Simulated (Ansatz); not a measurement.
## Electronic structure of TaN in real space

```xyz
4
Lattice="0.0000 0.0000 2.8707 2.8947 0.0000 0.0000 0.0000 5.0645 0.0000" Properties=species:S:1:pos:R:3 pbc="T T T"
Ta    0.0000    1.6881    1.4354
Ta    1.4474    4.2204    1.4354
N     0.0000    0.0000    0.0000
N     1.4474    2.5322    0.0000
```

Space group Amm2; changed on purpose from its base cell (strain -0.0100 x Voigt [1, 0, 0, 0, 0, 0], atoms carried along); computed pressure about 4 GPa in this cell.

Theory: DFT PBEsol, scalar-relativistic, plane waves, PAW (Ansatz 0.2.0).

The density is the valence pseudo-density of a PAW calculation; it isn't the true density close to the nuclei.

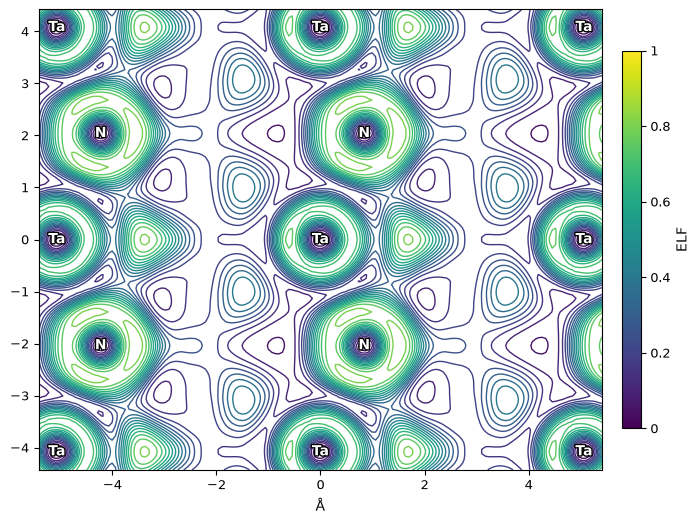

Figure 1. ELF on the (11̄0) plane of the conventional cell.

### What does the map show?

The plane passes through Ta and N nuclei. Ta–N (2.21 Å): the ELF peaks at about 0.80 in the valence shell of N, 0.7 Å from its nucleus, and is about 0.20 at the midpoint; no localised pair shows between them. The ELF has a maximum of about 0.80 in the space between the atoms, on no atom or two-centre bond. The features right at Ta lie inside the PAW spheres, where the map follows smoothed inner orbitals and isn't to be read closely.

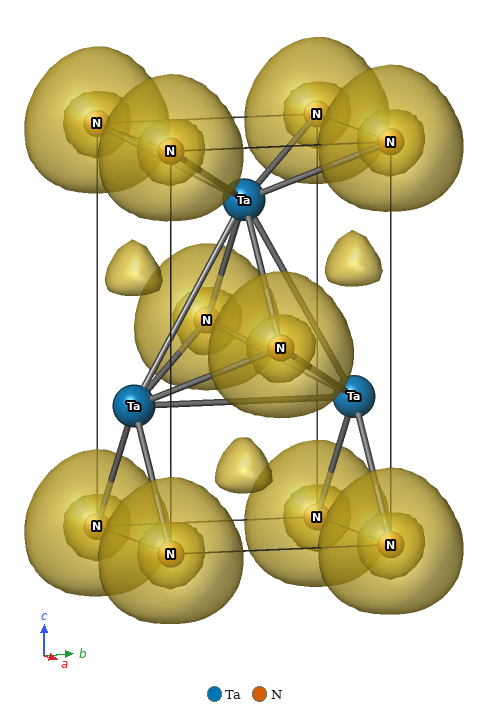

Figure 2. Isosurface of the electron localisation function at 0.65 (yellow), seen slightly off an axis. Core shells and regions of very low density are left out. Sticks mark near contacts.

### Describe the localisation domains.

The surface consists of two regions wrapped around N (the valence shell of each) and two pockets between the atoms, centred on no nucleus (multi-centre or interstitial), counted in one cell of 4 atoms. Regions shared between cells count once. Along the contacts the grid gives the following. Ta–Ta (2.87 Å): the ELF is about 0.25 at the midpoint (no shared electron pair shows on this line).

### Metal or insulator at this level of theory?

It is metallic or semimetallic at this level of theory: no gap opens; semilocal functionals without U, or without the true magnetic order, often close the gap of such compounds.
